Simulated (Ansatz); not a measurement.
A series of calculations on Cu

Part 1: Relaxation

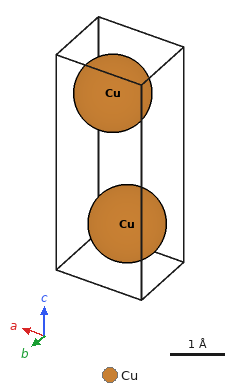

This is the input geometry for a relaxation of crystalline Cu (set up in P6_3/mmc). Style: spheres-only. Shown: the cell of the calculation, from a free direction.

Case: biaxial strain in the a-b plane of -4.0 %; c and atoms relaxed.

Method: Ansatz, DFT r2SCAN, scalar-relativistic, plane waves, PAW.

The input:
```yaml
crystal:
  lattice:
    - [2.4292826151, 0.0, 0.0]
    - [-1.2146413075, 2.1038204576, 0.0]
    - [0.0, 0.0, 4.2289720923]
  atoms:
    - { symbol: Cu, position: [0.3333333333, 0.6666666667, 0.25] }
    - { symbol: Cu, position: [0.6666666667, 0.3333333333, 0.75] }
basis:
  ecutwfc: 500
kpoints:
  mp_grid: { grid: [24, 24, 12] }
hamiltonian:
  xc: r2scan
scf:
  occupations: { method: gaussian, width: 0.1 }
output:
  forces: true
  stress: true
  eigenvalues: true
relax:
  adjacent_minimum: "off"
  f_tol: 0.008
  max_steps: 40
  cell: { stress_tol: 0.015, fix: [a, b, gamma] }
```

Launched with:
```bash
ansatz run input.yaml --threads 1 --pin off --max-ram 2560MiB --backend cpu --events-out ev --progress --plain --runs-dir out
```

**Predict the outcome.**

No atom moves by more than 0.005 Å relative to the cell. The volume changes by +0.5 %, with a = b unchanged at 2.429 Å, c 4.229 → 4.251 Å (+0.5 %). Among the contacts that change: Cu1–Cu2 2.537 → 2.546 Å. The space group stays P6_3/mmc (No. 194). The energy falls by 0.5 meV per cell of the calculation in 3 accepted moves (4 points after the start). All forces vanish by symmetry, so only the cell relaxes. The pressure goes from 11.72 to 10.79 GPa. The SCF was repeated once at an unchanged geometry on a basis and grid sized afresh for the cell, which shifted the energy by 0.1 meV per cell of the calculation at most. The run took 3.3 min on 1 thread of Arm Neoverse N1, on a shared host, peak memory 0.53 GiB.

Part 2: Relaxation

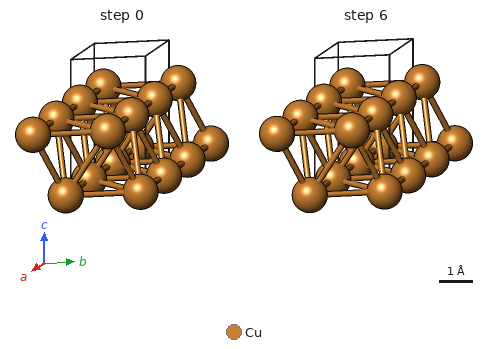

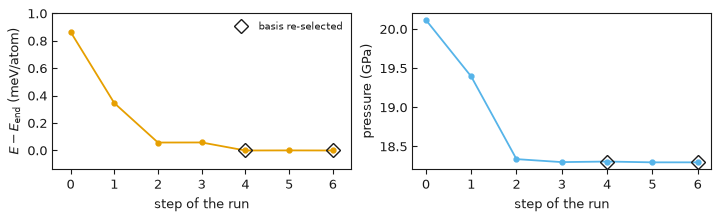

First and last geometry of a relaxation of a crystal of Cu (set up in P6_3/mmc), with the history of the run. Style: ball-and-stick. Shown: the cell of the calculation, repeated 4 × 2 × 1 with one cell outlined, slightly off an axis.

Case: biaxial strain in the a-b plane of -6.0 %; c and atoms relaxed.

These are results of DFT r2SCAN, scalar-relativistic, plane waves, PAW (Ansatz), not measurements.

Input file:
```yaml
crystal:
  lattice:
    - [2.3786725606, 0.0, 0.0]
    - [-1.1893362803, 2.0599908648, 0.0]
    - [0.0, 0.0, 4.278530359]
  atoms:
    - { symbol: Cu, position: [0.3333333333, 0.6666666667, 0.25] }
    - { symbol: Cu, position: [0.6666666667, 0.3333333333, 0.75] }
basis:
  ecutwfc: 500
kpoints:
  mp_grid: { grid: [24, 24, 12] }
hamiltonian:
  xc: r2scan
scf:
  occupations: { method: gaussian, width: 0.1 }
output:
  forces: true
  stress: true
  eigenvalues: true
relax:
  adjacent_minimum: "off"
  f_tol: 0.008
  max_steps: 40
  cell: { stress_tol: 0.015, fix: [a, b, gamma] }
```

Run as
```bash
ansatz run input.yaml --threads 1 --pin off --max-ram 2560MiB --backend cpu --events-out ev --progress --plain --runs-dir out
```

What do the curves and the structures tell?

It converged. After 4 accepted moves (6 points after the start) the energy has fallen by 0.9 meV per atom. All forces vanish by symmetry, so only the cell relaxes. The pressure goes from 20.12 to 18.30 GPa. The SCF was repeated twice at an unchanged geometry on a basis and grid sized afresh for the cell, which shifted the energy by 0.1 meV per atom at most. No atom moves by more than 0.005 Å relative to the cell. The drawn cell changes as follows: a = b unchanged at 2.379 Å, c 4.279 → 4.318 Å (+0.9 %); the volume changes by +0.9 %. Among the contacts that change: Cu1–Cu2 2.542 → 2.559 Å. The space group stays P6_3/mmc (No. 194).

Part 3: A change

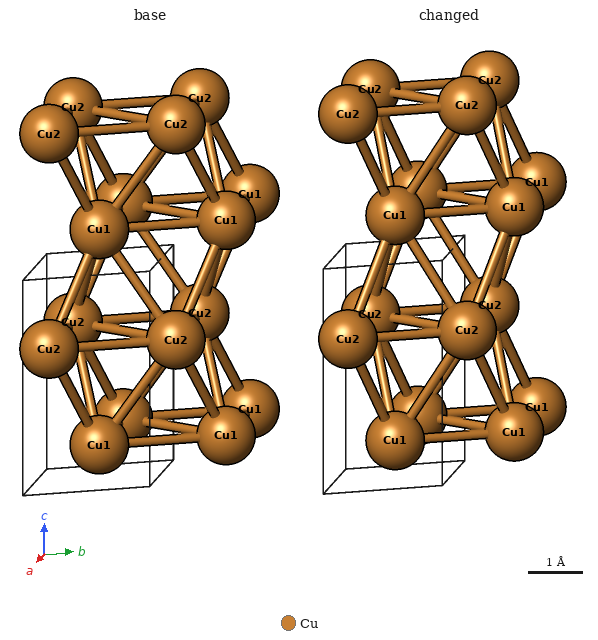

Left: a crystal of Cu (set up in P6_3/mmc). Right: the same structure after one change, at the same scale. The picture is a ball-and-stick view of the cell of the calculation, repeated 2 × 2 × 2 with one cell outlined, seen slightly off an axis.

Method: DFT r2SCAN, scalar-relativistic, plane waves, PAW (Ansatz 0.2.0). (plane-wave cutoff 500 eV; k-point mesh 24 × 24 × 12; occupations gaussian; smearing width 0.1 eV; no spin polarisation)

Question: What distinguishes the right structure from the left one?

Answer: Biaxial strain in the a–b plane, −6.0 %, is applied. The c axis and the atoms are relaxed.

Question: How do the computed properties respond?

Answer: Energy change: +102 meV per atom. The pressure goes from 0.0 to 18.3 GPa. The principal stresses (compression positive) are 0.0 GPa along c and 27.4 GPa across it. The volume changes by −7.6 %, with a = b 2.531 → 2.379 Å (−6.0 %), c 4.130 → 4.318 Å (+4.6 %). The atoms keep their places relative to the cell (all moves are under 0.005 Å). Near-neighbour distances before and after: Cu–Cu 2.530 → 2.379 to 2.559 Å. The space group stays P6_3/mmc (No. 194).
